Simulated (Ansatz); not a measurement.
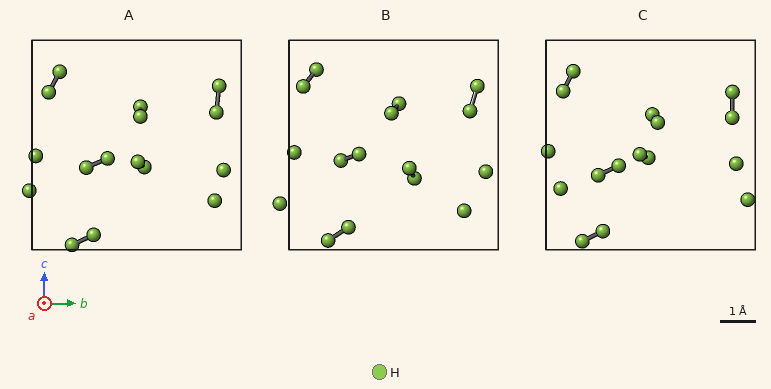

3 geometries from one relaxation of an amorphous cell of composition H, in shuffled order. The picture is a ball-and-stick view of the cell of the calculation, seen along the a axis.

The cell holds 8 H2. The run prepares the start of a later molecular dynamics calculation, from a guessed geometry.

Theory: DFT LDA, scalar-relativistic, plane waves, PAW in Ansatz 0.2.0. Settings: plane-wave cutoff 420 eV; k-point mesh 1 × 1 × 1; occupations fermi dirac; smearing width 0.05 eV; no spin polarisation; atoms relaxed in a fixed cell; force threshold 0.3 eV/Å; at most 15 steps.

Order the frames from highest to lowest energy.

Answer. C, A, B. They are steps 0, 3, 7, at +47.5 meV per atom, +8.1 meV per atom relative to the last. After 6 accepted moves (7 points after the start) the energy has fallen by 47.5 meV per atom. The largest force component goes from 1.1 to 0.16 eV/Å. 1 step only repeated the SCF at the same geometry. The largest move is that of an H atom, 0.91 Å along [−1 3 −3]. The cell doesn't change. Some distances before and after: H–H 0.737 → 0.771 Å. Cost: 3.4 s on 1 thread of Intel(R) Xeon(R) Platinum 8488C (Sapphire Rapids), on a shared host, peak memory 0.34 GiB.

Limits of the set-up: the program's low-accuracy preset was used; the periodic images lie only 6.0 Å apart, so the values are limited by the cell's size.
